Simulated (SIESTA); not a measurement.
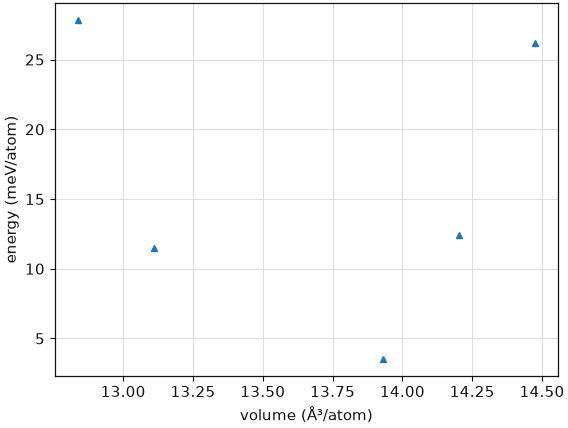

The picture above shows the energy against volume for SiO₂, space group P6_222 (No. 180).

Cell as given: a = 5.061 Å, b = 5.061 Å, c = 5.541 Å, α = 90.00°, β = 90.00°, γ = 120.00°; 9 atoms.

Method: DFT in numerical atomic orbitals with pseudopotentials, no spin polarisation; energies at scaled volumes of the given cell, shape and fractions fixed, counted from the fit's minimum, third-order Birch-Murnaghan fit (SIESTA 5.4.2). Level: LDA.

- k mesh: 4×4×4
- occupations: Fermi–Dirac
- smearing width: 0.05 eV
- potentials: PseudoDojo 0.4 standard, converted to PSML, two zetas on semicore shells
- program settings: basis DZP, mesh cutoff 800 Ry

The points at volume 13.38 Å³/atom and 13.66 Å³/atom are left out of the plot. What values does the calculation give there?

```tsv
volume (Å³/atom)	energy (meV/atom)
13.38	2.48
13.66	0.03
```

Limits of the calculation: mulliken charges of long orbitals; shape and atomic fractions are frozen while scaling, which makes layered, chain and framework solids too stiff.
